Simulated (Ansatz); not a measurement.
Given this structure:

```
CELL_PARAMETERS angstrom
2.45587 0.00000 0.00000
-1.22793 2.12684 0.00000
0.00000 0.00000 29.67016
ATOMIC_POSITIONS crystal
C 0.66667 0.33333 0.63121
C 0.66667 0.33333 0.13121
C 0.66667 0.33333 0.36879
C 0.66667 0.33333 0.86879
C 0.00000 0.00000 0.25001
C 0.33333 0.66667 0.86879
C 0.00000 0.00000 0.75001
C 0.66667 0.33333 0.25001
C 0.33333 0.66667 0.36879
C 0.33333 0.66667 0.75001
C 0.33333 0.66667 0.13121
C 0.33333 0.66667 0.63121
```

Q: Say what kind of structure these coordinates give.

A: The element is carbon. The cell holds twelve atoms. Around each C lie three C in a trigonal planar arrangement at 1.42 Å. The bonds build C layers parallel to (001).

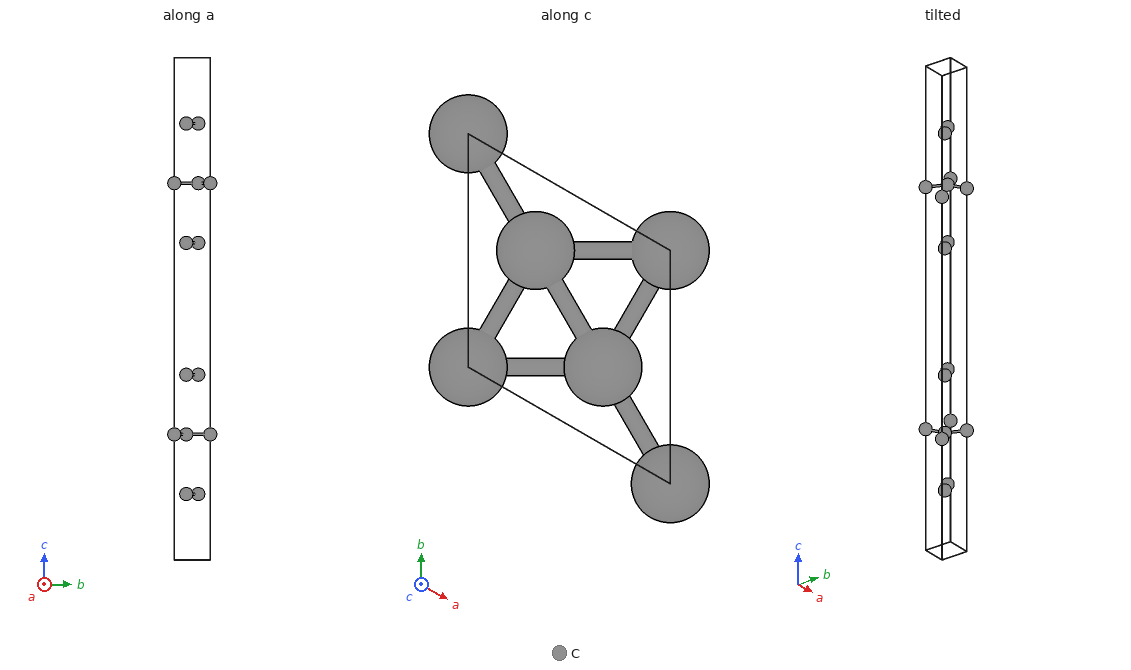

A ball-and-stick rendering, viewed along the a axis, along the c axis and slightly off an axis. The parallelepiped is the simulation cell.

The starting point was a structure listed in the Materials Project. What is shown is the relaxed result from DFT r2SCAN, scalar-relativistic, plane waves, PAW in Ansatz.
